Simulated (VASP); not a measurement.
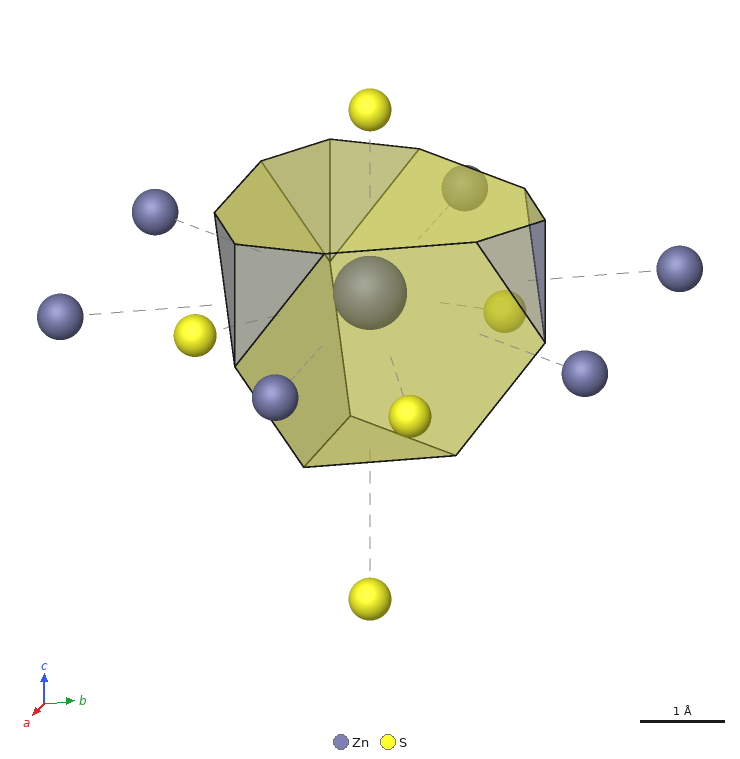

The polyhedron is the computed Voronoi (Dirichlet) cell of the central atom: each face lies in the plane that bisects the line to a neighbour. Central atom: Zn (2b) in ZnS; faces take the colour of the neighbour behind them. Origin: coordinates from a relaxation with VASP 6.6.1, VASP Kohn-Sham DFT of a periodic cell, PBE with D4, VASP PAW PBE potentials, recommended.

ZnS, space group P6_3mc (No. 186), a = 3.800 Å, b = 3.800 Å, c = 6.243 Å, α = 90.00°, β = 90.00°, γ = 120.00°

```json
{"site": "Zn", "Wyckoff": "2b", "x": "0.6667", "y": "0.3333", "z": "0.5055"}
{"site": "S", "Wyckoff": "2b", "x": "0.6667", "y": "0.3333", "z": "0.8795"}
```

### Which neighbours share a face with the central atom?

5 S (92 % of the solid angle) and 6 Zn (8 % of the solid angle).

### What is the volume of this Voronoi cell?

19.5 Å³, equal to the mean volume per atom.
